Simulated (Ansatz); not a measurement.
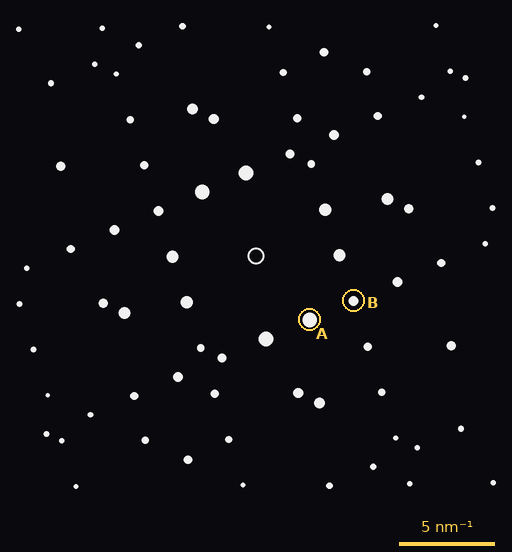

The pattern is a kinematic simulation for 120 kV electrons (no multiple scattering; isotropic B = 1 Å²). Two individuals of a reflection twin are superposed (a geometric construction: whether this twin forms is not tested; the second individual is smaller and so fainter). Crystal: Al, space group P6/mmm (No. 191), a = 4.583 Å, c = 2.769 Å (hexagonal axes), zone axis [101]. Structure: the geometry relaxed with Ansatz, DFT PBEsol, scalar-relativistic, plane waves, PAW; the starting structure was generated, so it need not be a known form of this composition.

In the first individual spot A is -1 0 1 and spot B is -1 -1 1.

Q: Find the twin plane.

A: (11-1). The spot positions of the combined pattern are mirror-symmetric about the row through 1 1 -1 (d = 1.765 Å), which both individuals share, while a single individual has only symmetry 2mm without that mirror line. Friedel's law adds a mirror line at right angles, along which no low-index reflection lies.

Q: Which other reflections coincide?

A: Within the frame only the reflections of the common row coincide.
